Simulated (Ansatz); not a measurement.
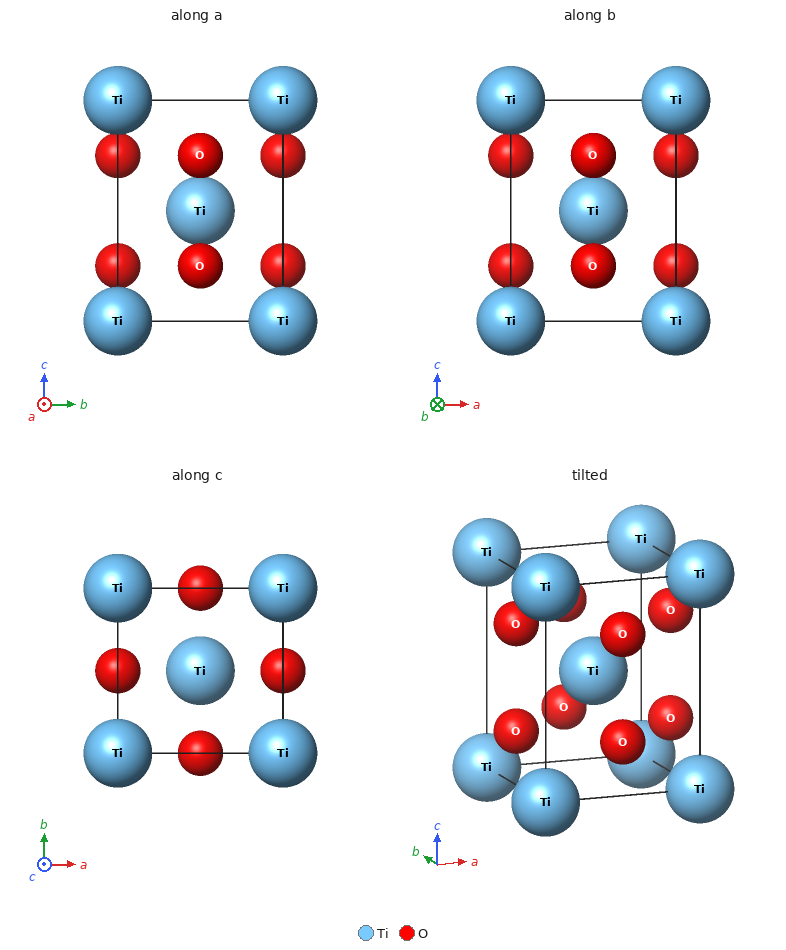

Spheres-only representation of a periodic structure, projected along the a axis, along the b axis, along the c axis and slightly off an axis. The box is the conventional unit cell; atoms on or close to its faces, edges and corners are drawn wherever they repeat.

Lattice parameters: a = 3.390 Å, b = 3.390 Å, c = 4.532 Å, α = 90.00°, β = 90.00°, γ = 90.00°.

> Record the structure as a table of Wyckoff sites.

Space group I4/mmm (No. 139).
| atom | site | x | y | z |
| --- | --- | --- | --- | --- |
| Ti | 2a | 0.0000 | 0.0000 | 0.0000 |
| O | 4d | 0.5000 | 0.0000 | 0.7500 |

Origin of the cell: a structure type filled with these elements by a generator (whether the compound takes this form wasn't checked). The cell was then strained or its atoms displaced on purpose. It went into a calculation with Ansatz.

At this level of theory the cell isn't at rest (compressed, at 24 GPa), so its distances can differ from those at equilibrium, the more so the softer the solid.
